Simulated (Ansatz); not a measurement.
The structure in question:

```
Tl
1.0
     3.50629    0.00000    0.00000
    -1.75315    3.03654    0.00000
     0.74856    0.00000   24.95195
Tl
9
Direct
  0.00000 0.00000 0.77875
  0.00000 0.00000 0.00000
  0.33333 0.66667 0.88792
  0.66667 0.33333 0.33333
  0.00000 0.00000 0.22125
  0.66667 0.33333 0.11208
  0.33333 0.66667 0.66667
  0.66667 0.33333 0.55459
  0.33333 0.66667 0.44541
```

What would you see if this were drawn?

Answer. The element is thallium. Strictly the space group is P-1 (No. 2, within 0.01 Å). It is a distorted form of a rhombohedral (trigonal R) structure, space group R-3m (No. 166) within 0.45 Å: α-samarium (9R) type. The cell holds nine atoms.

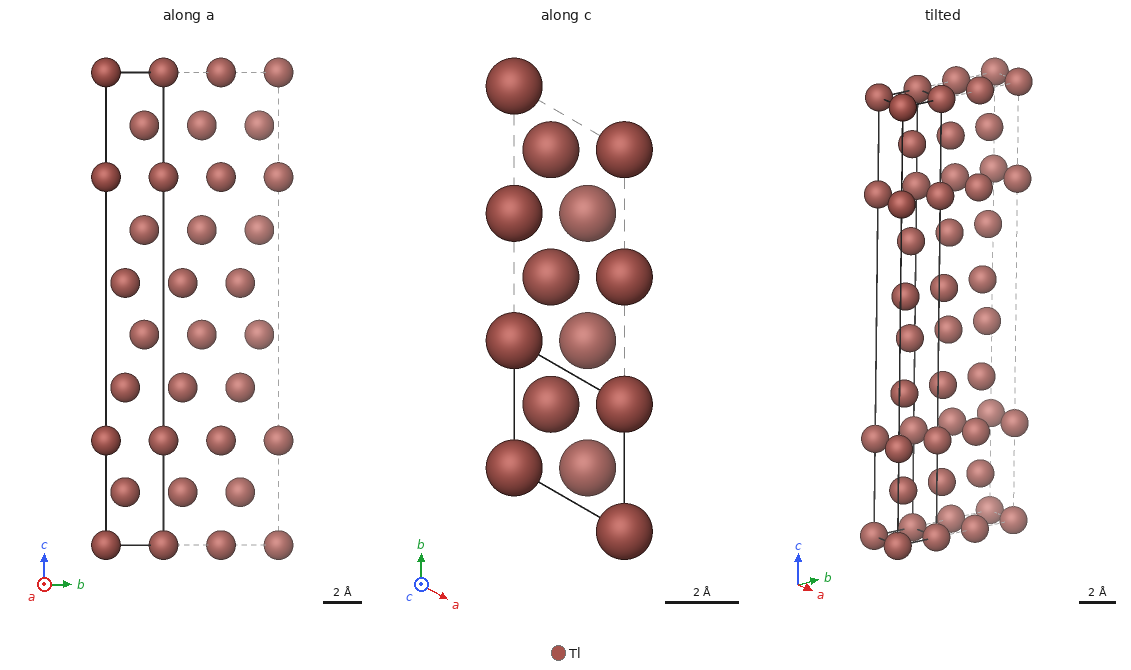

We look at a spheres-only model of the crystal along the a axis, along the c axis and slightly off an axis. The structure is repeated 1×3×1 times; solid lines mark one unit cell. Colours: thallium brown.

Its origin is a structure listed in the Materials Project. The cell was then strained or its atoms displaced on purpose. It was set up as input for a calculation with Ansatz.
